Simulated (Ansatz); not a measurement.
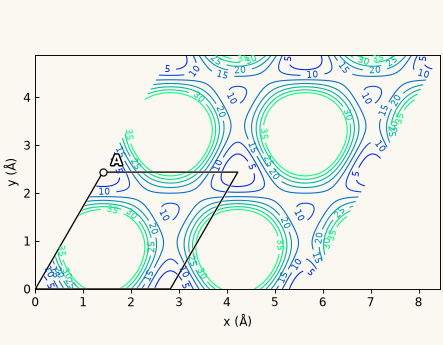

Al (Fm-3m, No. 225; 6 atoms in the cell). 
- The crystal above one (1 1 1) plane is slid rigidly over the crystal below it (one fault a cell, nothing relaxed).
- Places are given modulo a cell vector. The map is drawn in real space over the plane of the slide.
- Grid: 6 × 6 points; 10 points were computed and 26 follow by symmetry.
- All energies are given in meV/Å² relative to the lowest grid point.
- The calculation used Ansatz, DFT PBE+D3(BJ), scalar-relativistic, plane waves, PAW. Settings: cutoff 420 eV, k-mesh 24×24×5 in the order of the run's cell vectors, gaussian smearing 0.15 eV, no spin polarisation.

The picture shows contour lines labelled in meV/Å² (none above 35), the outline of one cell of the 2 × 2 shown, the point A. Between grid points the surface is interpolated.

### Find the lowest pass out of the well at A.

The easiest path leads from the well at (0/6, 0/6) of the cell vectors to the well at (4/6, 4/6) of the cell vectors, about 9 meV/Å² higher. Its highest point lies about 13 meV/Å² above the bottom of the first well on the interpolated surface, at about (0.40, 0.80) of the cell vectors. Seen from the upper well the barrier is about 4.4 meV/Å². The start is the relaxed structure and all else is held, so a fully relaxed path at this level can only be lower.

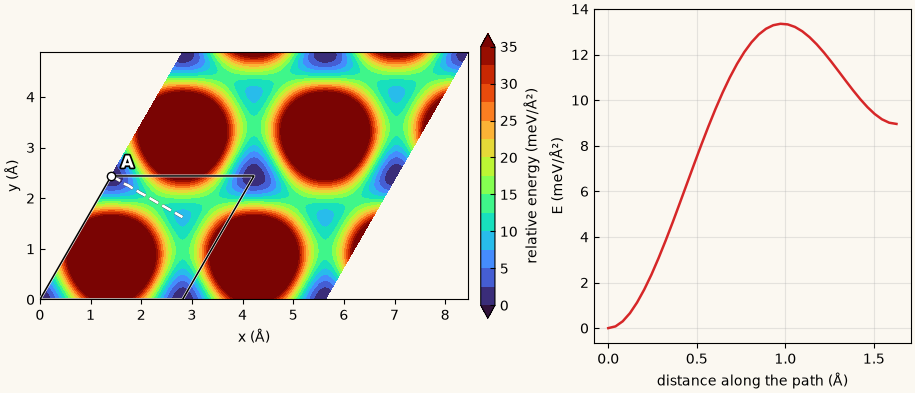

In the figure: filled contours, a line along the lowest path, the outline of one cell of the 2 × 2 shown, one colour for all values above the top of the scale, the energy along the path at the right. Between grid points the surface is interpolated.
